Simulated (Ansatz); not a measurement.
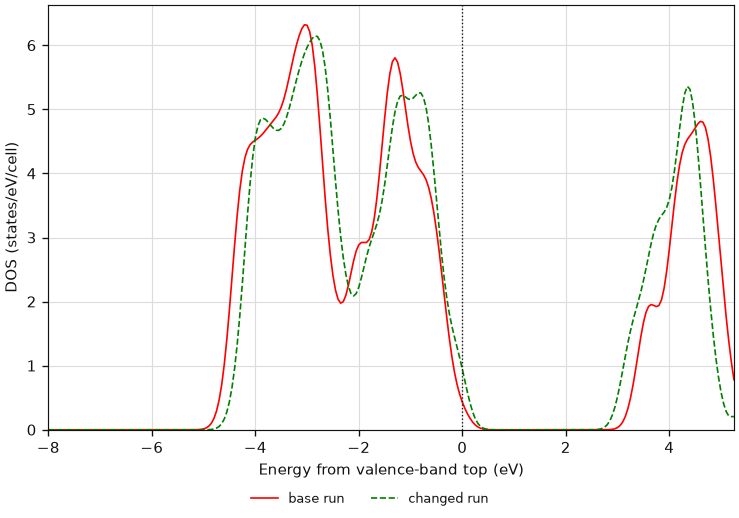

Densities of states of two runs on SrTiO3, space group P1 (No. 1), 5 atoms in the cell, each from its own valence-band top, built from the levels of each run's k mesh with Gaussians 0.4 eV wide, which blur the band edges.

Input of the base run:

```
crystal:
  lattice:
    - [3.920772, -0.020476, -0.037287]
    - [-0.020476, 3.988519, -0.002357]
    - [-0.037287, -0.002357, 3.909968]
  atoms:
    - { symbol: Sr, position: [0.952535, 0.046375, 0.003769] }
    - { symbol: Ti, position: [0.4842, 0.496726, 0.428759] }
    - { symbol: O, position: [0.043119, 0.534266, 0.464907] }
    - { symbol: O, position: [0.505423, 0.064046, 0.489022] }
    - { symbol: O, position: [0.514476, 0.5157, 0.944419] }
kpoints:
  mp_grid: { grid: [5, 5, 5], shift: [0.5, 0.5, 0.5] }
magnetization:
  spin_polarized: true
scf:
  occupations: { method: fermi_dirac }
hamiltonian:
  pseudopotentials: { kind: paw }
  xc: r2scan
basis:
  ecutwfc: 500
output:
  forces: true
  stress: true
  eigenvalues: true
```

Run as:
```bash
ansatz run input.yaml --threads 1 --pin off --max-ram 2560MiB --backend cpu --events-out ev --progress --plain --runs-dir out
```

The second run changes kpoints.mp_grid.grid from [5, 5, 5] to [6, 6, 6], hamiltonian.pseudopotentials from { kind: paw } to { kind: paw_fr }, magnetization from { spin_polarized: true } to { noncollinear: true, spin_orbit: true } and hamiltonian.xc from r2scan to revpbe.

Q: What do the changes do to the electronic structure?

A: The base run has a gap of 3.36 eV on its mesh; the changed run has a gap of 3.07 eV on its mesh.

On the base run: The atoms aren't at rest in this cell (largest force 2.9 eV/Å), so the relaxed material can differ. The run started without moments.
